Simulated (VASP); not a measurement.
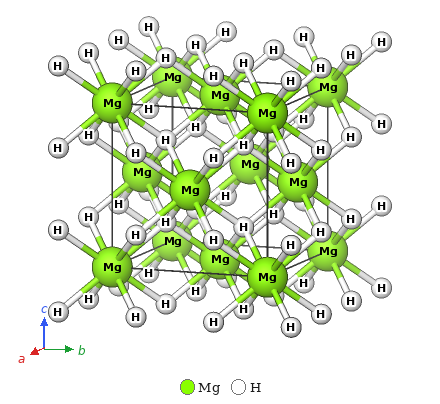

The compound is MgH₂ (space group Fm-3m, No. 225), taken as a cell listed in the Materials Project, as set up for an electronic-structure calculation.

Bonds are taken as H–Mg below 2.3 Å. The graph is simplified in the usual way: terminal and isolated atoms are pruned, two-connected atoms become edges.

Q: What kind of net remains, and which atoms are its nodes?

A: A binodal (4,8)-connected, three-periodic net: H is a 4-connected node; Mg is an 8-connected node, in the ratio 2:1.

Q: Does the net have a name?

A: It is the flu net, known from fluorite.

Q: Is the net interpenetrated?

A: It is a single net, without interpenetration.

Q: Give the first five terms of the coordination sequence (nodes one, two, three … edges away).

A: H: 4, 22, 24, 82, 64; Mg: 8, 12, 48, 42, 128.

The simplified net, drawn on the atoms' positions. Nodes are coloured by element. Short stubs are edges that leave the cut-out.

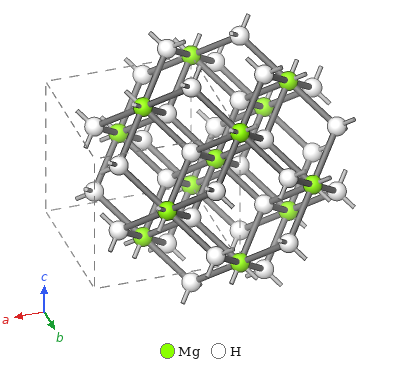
